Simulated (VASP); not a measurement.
**Run report: Ge3Si, geometry relaxation (part 2 of 4)**

Continued. System: Ge3Si (8 atoms in the cell). Method: Kohn-Sham DFT of a periodic cell, PBE, VASP PAW PBE potentials, recommended, no spin polarisation (VASP 6.6.1); cutoff 520 eV, 8×8×8 k-mesh, Gaussian smearing of 0.1 eV. The structure was built on a prototype by a generator; it need not be a known phase.

Geometry of the input (Å; fractional positions):
```
-2.8350  2.8350  5.6670
2.8350  -2.8350  5.6670
2.8350  2.8350  -5.6670
Si 0.0000  0.0000  0.0000
Si 0.7500  0.2500  0.5000
Ge 0.6323  0.6250  0.5073
Ge 0.5000  0.5000  0.0000
Ge 0.1177  0.1250  0.4927
Ge 0.3750  0.8823  0.0073
Ge 0.8750  0.3677  0.9927
Ge 0.2500  0.7500  0.5000
```

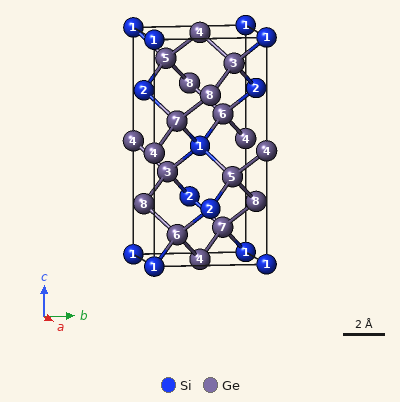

The structure as given in the input (ball-and-stick view of the cell 2 times as large as that of the calculation, set on its symmetry axes, seen slightly off an axis; atoms are numbered from 1 in the order of the input). An atom can appear more than once, as a periodic image.

Parts of OUTCAR, continued:
```
   k-points           NKPTS =     59   k-points in BZ     NKDIM =     59   number of bands    NBANDS=     55
   number of dos      NEDOS =    301   number of ions     NIONS =      8
   total plane-waves  NPLWV = 157464
   dimension x,y,z NGX =    54 NGY =   54 NGZ =   54
   dimension x,y,z NGXF=   108 NGYF=  108 NGZF=  108
   ions per type =               2   6
   NGX,Y,Z   is equivalent  to a cutoff of  12.93, 12.93, 12.93 a.u.
   NGXF,Y,Z  is equivalent  to a cutoff of  25.86, 25.86, 25.86 a.u.
 SYSTEM =  SiGe3
   PREC   = accura    normal or accurate (medium, high low for compatibility)
   ISTART =      0    job   : 0-new  1-cont  2-samecut
   ICHARG =      2    charge: 1-file 2-atom 10-const
   ISPIN  =      1    spin polarized calculation?
   LNONCOLLINEAR =      F non collinear calculations
   LSORBIT =      F    spin-orbit coupling
   LASPH  =      T    aspherical Exc in radial PAW
   ENCUT  =  520.0 eV  38.22 Ry    6.18 a.u.  12.91 12.91 12.91*2*pi/ulx,y,z
   NELM   =    120;   NELMIN=  2; NELMDL= -5     # of ELM steps
   EDIFF  = 0.1E-05   stopping-criterion for ELM
   LREAL  =      F    real-space projection
   EDIFFG = -.1E-01   stopping-criterion for IOM
   NSW    =     90    number of steps for IOM
   IBRION =      2    ionic relax: 0-MD 1-quasi-New 2-CG
   NFREE  =      1    steps in history (QN), initial steepest desc. (CG)
   ISIF   =      3    stress and relaxation
   ISYM   =      2    0-nonsym 1-usesym 2-fastsym
   POTIM  = 0.5000    time-step for ionic-motion
   TEBEG  =    0.0;   TEEND  =   0.0 temperature during run
   PSTRESS=    0.0 pullay stress
   NELECT =      92.0000    total number of electrons
   NUPDOWN=      -1.0000    fix difference up-down
   EMIN   =  10.00;   EMAX   =-10.00  energy-range for DOS
   EFERMI =   0.00;   METHOD = LEGACY
   ISMEAR =     0;   SIGMA  =   0.10  broadening in eV -4-tet -1-fermi 0-gaus
   EFERMI_NEDOS =   21; number of points for ismear=-14 and -15
   IALGO  =     38    algorithm
   IMIX   =      4    mixing-type and parameters
     AMIX     =   0.40;   BMIX     =  1.00
     AMIX_MAG =   1.60;   BMIX_MAG =  1.00
  volume/ion in A,a.u.               =      22.77       153.68
  Fermi-wavevector in a.u.,A,eV,Ry     =   1.303660  2.463560 23.123500  1.699529
  Thomas-Fermi vector in A             =   2.434647
   LORBIT       =      0    0 simple, 1 ext, 2 COOP (PROOUT), +10 PAW based schemes
   GGA     = PE    functional components
   LHFCALC =     F    Hartree Fock is set to
   AEXX    =    0.0000 exact exchange contribution
   IVDW    =     0    specifies the selected vdW correction
   LEPSILON=     F    determine dielectric tensor
   LRPA    =     F    only Hartree local field effects (RPA)
 conjugate gradient relaxation of ions
 non-spin polarized calculation
 Gauss-broadening in eV      SIGMA  =   0.10
  energy-cutoff  :      520.00
  volume of cell :      182.19
 maximum number of plane-waves:      4954
 NGX is ok and might be reduce to    54
   NGX = 25   NGY = 25   NGZ = 25

--------------------------------------- Ionic step        1  -------------------------------------------

 number of electron      91.9999985 magnetization

 Free energy of the ion-electron system (eV)
  ---------------------------------------------------
  ext. energy  EPLUGINS =         0.00000000
  ---------------------------------------------------
  free energy    TOTEN  =       -37.84583988 eV

  energy without entropy =      -37.84582178  energy(sigma->0) =      -37.84583083

------------------------ aborting loop because EDIFF is reached ----------------------------------------

  FORCE on cell =-STRESS in cart. coord.  units (eV):
  Direction    XX          YY          ZZ          XY          YZ          ZX
  --------------------------------------------------------------------------------------
  -------------------------------------------------------------------------------------
  Total        0.2441951      0.2441951      0.2653493      0.0000000      0.0000000      0.0000000
  in kB        2.1474757      2.1474757      2.3335073      0.0000000      0.0000000      0.0000000
  external PRESSURE =       2.2094862 kB  Pullay stress =       0.0000000 kB

 VOLUME and BASIS-vectors are now :
 -----------------------------------------------------------------------------
  energy-cutoff  :      520.00
  volume of cell :      182.19
      direct lattice vectors                 reciprocal lattice vectors
    -2.835000000  2.835000000  5.667000000     0.000000000  0.176366843  0.088230104
     2.835000000 -2.835000000  5.667000000     0.176366843  0.000000000  0.088230104
     2.835000000  2.835000000 -5.667000000     0.176366843  0.176366843  0.000000000

 POSITION                                       TOTAL-FORCE (eV/Angst)
 -----------------------------------------------------------------------------------
      0.00000      0.00000      0.00000        -0.000000     -0.000000      0.000000
      0.00000      2.83500      2.83350        -0.000000     -0.000000     -0.000000
      1.41750      1.45900      4.25025         0.000000      0.103040      0.000000
      0.00000      0.00000      5.66700         0.000000     -0.000000      0.000000
      1.41750      1.37600     -1.41675        -0.000000     -0.103040     -0.000000
      1.45900     -1.41750      7.08375         0.103040     -0.000000      0.000000
      1.37600      4.25250      1.41675        -0.103040     -0.000000     -0.000000
      2.83500      0.00000      2.83350         0.000000     -0.000000      0.000000
 -----------------------------------------------------------------------------------
    total drift:                                0.000007      0.000007      0.000006

  FREE ENERGIE OF THE ION-ELECTRON SYSTEM (eV)
  ---------------------------------------------------
  free  energy   TOTEN  =       -37.8458398835 eV

  energy  without entropy=      -37.8458217800  energy(sigma->0) =      -37.84583083

--------------------------------------- Ionic step        2  -------------------------------------------

 number of electron      91.9999978 magnetization

------------------------ aborting loop because EDIFF is reached ----------------------------------------

  FORCE on cell =-STRESS in cart. coord.  units (eV):
  Direction    XX          YY          ZZ          XY          YZ          ZX
  --------------------------------------------------------------------------------------
  -------------------------------------------------------------------------------------
  Total       -0.0670547     -0.0670547     -0.0553872      0.0000000     -0.0000000      0.0000000
  in kB       -0.5870130     -0.5870130     -0.4848728      0.0000000     -0.0000000      0.0000000
  external PRESSURE =      -0.5529662 kB  Pullay stress =       0.0000000 kB

 VOLUME and BASIS-vectors are now :
 -----------------------------------------------------------------------------
  energy-cutoff  :      520.00
  volume of cell :      183.02
      direct lattice vectors                 reciprocal lattice vectors
    -2.839174758  2.839174758  5.676068017     0.000000000  0.176107511  0.088089149
     2.839174758 -2.839174758  5.676068017     0.176107511  0.000000000  0.088089149
     2.839174758  2.839174758 -5.676068017     0.176107511  0.176107511  0.000000000

 POSITION                                       TOTAL-FORCE (eV/Angst)
 -----------------------------------------------------------------------------------
      0.00000      5.67835      0.00000        -0.000000      0.000000      0.000000
      0.00000      2.83917      2.83803        -0.000000      0.000000      0.000000
      1.41959      1.46613      4.25705        -0.000000      0.051989      0.000000
      2.83917      2.83917      0.00000        -0.000000      0.000000     -0.000000
      1.41959      1.37305     -1.41902        -0.000000     -0.051989     -0.000000
      1.46613     -1.41959      7.09509         0.051989      0.000000      0.000000
      1.37305      4.25876      1.41902        -0.051989      0.000000     -0.000000
      2.83917      0.00000      2.83803        -0.000000      0.000000     -0.000000
 -----------------------------------------------------------------------------------
    total drift:                                0.000007      0.000007      0.000006

  FREE ENERGIE OF THE ION-ELECTRON SYSTEM (eV)
  ---------------------------------------------------
  free  energy   TOTEN  =       -37.8476683770 eV

  energy  without entropy=      -37.8476438128  energy(sigma->0) =      -37.84765609

--------------------------------------- Ionic step        3  -------------------------------------------

 number of electron      91.9999978 magnetization

------------------------ aborting loop because EDIFF is reached ----------------------------------------

  FORCE on cell =-STRESS in cart. coord.  units (eV):
  Direction    XX          YY          ZZ          XY          YZ          ZX
  --------------------------------------------------------------------------------------
  -------------------------------------------------------------------------------------
  Total       -0.3835147     -0.3835147     -0.3787680      0.0000000     -0.0000000      0.0000000
  in kB       -3.3436785     -3.3436785     -3.3022938      0.0000000     -0.0000000      0.0000000
  external PRESSURE =      -3.3298836 kB  Pullay stress =       0.0000000 kB

 VOLUME and BASIS-vectors are now :
 -----------------------------------------------------------------------------
  energy-cutoff  :      520.00
  volume of cell :      183.77
      direct lattice vectors                 reciprocal lattice vectors
    -2.842939671  2.842939671  5.684245808     0.000000000  0.175874291  0.087962417
     2.842939671 -2.842939671  5.684245808     0.175874291  0.000000000  0.087962417
     2.842939671  2.842939671 -5.684245808     0.175874291  0.175874291  0.000000000

 POSITION                                       TOTAL-FORCE (eV/Angst)
 -----------------------------------------------------------------------------------
      0.00000     -0.00000      0.00000         0.000000     -0.000000     -0.000000
     -0.00000      2.84294      2.84212         0.000000     -0.000000      0.000000
      1.42147      1.47256      4.26318         0.000000      0.007697     -0.000000
      0.00000      0.00000      5.68425         0.000000     -0.000000     -0.000000
      1.42147      1.37038     -1.42106         0.000000     -0.007697      0.000000
      1.47256     -1.42147      7.10531         0.007697     -0.000000     -0.000000
      1.37038      4.26441      1.42106        -0.007697     -0.000000      0.000000
      2.84294     -0.00000      2.84212         0.000000     -0.000000      0.000000
 -----------------------------------------------------------------------------------
    total drift:                                0.000007      0.000007      0.000006

  FREE ENERGIE OF THE ION-ELECTRON SYSTEM (eV)
  ---------------------------------------------------
  free  energy   TOTEN  =       -37.8471329653 eV

  energy  without entropy=      -37.8471008320  energy(sigma->0) =      -37.84711690

[... ionic steps 4 to 7 ...]

--------------------------------------- Ionic step        8  -------------------------------------------

 number of electron      91.9999974 magnetization

------------------------ aborting loop because EDIFF is reached ----------------------------------------

  FORCE on cell =-STRESS in cart. coord.  units (eV):
  Direction    XX          YY          ZZ          XY          YZ          ZX
  --------------------------------------------------------------------------------------
  -------------------------------------------------------------------------------------
  Total        0.0211780      0.0211780      0.0220846      0.0000000      0.0000000      0.0000000
  in kB        0.1858825      0.1858825      0.1938397      0.0000000      0.0000000      0.0000000
  external PRESSURE =       0.1885349 kB  Pullay stress =       0.0000000 kB

 VOLUME and BASIS-vectors are now :
 -----------------------------------------------------------------------------
  energy-cutoff  :      520.00
  volume of cell :      182.54
      direct lattice vectors                 reciprocal lattice vectors
    -2.836523487  2.836523487  5.671855140     0.000000000  0.176272117  0.088154579
     2.836523487 -2.836523487  5.671855140     0.176272117  0.000000000  0.088154579
     2.836523487  2.836523487 -5.671855140     0.176272117  0.176272117  0.000000000

 POSITION                                       TOTAL-FORCE (eV/Angst)
 -----------------------------------------------------------------------------------
      0.00000     -0.00000      0.00000         0.000000      0.000000      0.000000
      0.00000      2.83652      2.83593         0.000000      0.000000     -0.000000
      1.41826      1.47138      4.25389         0.000000     -0.014935     -0.000000
      0.00000      0.00000      5.67186         0.000000     -0.000000      0.000000
      1.41826      1.36515     -1.41796         0.000000      0.014935     -0.000000
      1.47138     -1.41826      7.08982        -0.014935     -0.000000     -0.000000
      1.36515      4.25479      1.41796         0.014935      0.000000     -0.000000
      2.83652      0.00000      2.83593         0.000000     -0.000000     -0.000000
 -----------------------------------------------------------------------------------
    total drift:                                0.000008      0.000008      0.000006

  FREE ENERGIE OF THE ION-ELECTRON SYSTEM (eV)
  ---------------------------------------------------
  free  energy   TOTEN  =       -37.8482081710 eV

  energy  without entropy=      -37.8481861383  energy(sigma->0) =      -37.84819715

--------------------------------------- Ionic step        9  -------------------------------------------

 number of electron      91.9999974 magnetization

------------------------ aborting loop because EDIFF is reached ----------------------------------------

  FORCE on cell =-STRESS in cart. coord.  units (eV):
  Direction    XX          YY          ZZ          XY          YZ          ZX
  --------------------------------------------------------------------------------------
  -------------------------------------------------------------------------------------
  Total        0.1066173      0.1066173      0.1099206      0.0000000      0.0000000      0.0000000
  in kB        0.9352466      0.9352466      0.9642232      0.0000000      0.0000000      0.0000000
  external PRESSURE =       0.9449054 kB  Pullay stress =       0.0000000 kB

 VOLUME and BASIS-vectors are now :
 -----------------------------------------------------------------------------
  energy-cutoff  :      520.00
  volume of cell :      182.65
      direct lattice vectors                 reciprocal lattice vectors
    -2.837103962  2.837103962  5.672856450     0.000000000  0.176236051  0.088139019
     2.837103962 -2.837103962  5.672856450     0.176236051  0.000000000  0.088139019
     2.837103962  2.837103962 -5.672856450     0.176236051  0.176236051  0.000000000

 POSITION                                       TOTAL-FORCE (eV/Angst)
 -----------------------------------------------------------------------------------
      0.00000     -0.00000      0.00000         0.000000     -0.000000     -0.000000
     -0.00000      2.83710      2.83643        -0.000000     -0.000000      0.000000
      1.41855      1.47073      4.25464         0.000000     -0.003798     -0.000000
      0.00000      0.00000      5.67286        -0.000000     -0.000000     -0.000000
      1.41855      1.36638     -1.41821        -0.000000      0.003798      0.000000
      1.47073     -1.41855      7.09107        -0.003798     -0.000000     -0.000000
      1.36638      4.25566      1.41821         0.003798     -0.000000      0.000000
      2.83710     -0.00000      2.83643        -0.000000     -0.000000      0.000000
 -----------------------------------------------------------------------------------
    total drift:                                0.000008      0.000008      0.000006

  FREE ENERGIE OF THE ION-ELECTRON SYSTEM (eV)
  ---------------------------------------------------
  free  energy   TOTEN  =       -37.8482842825 eV

  energy  without entropy=      -37.8482616202  energy(sigma->0) =      -37.84827295
```
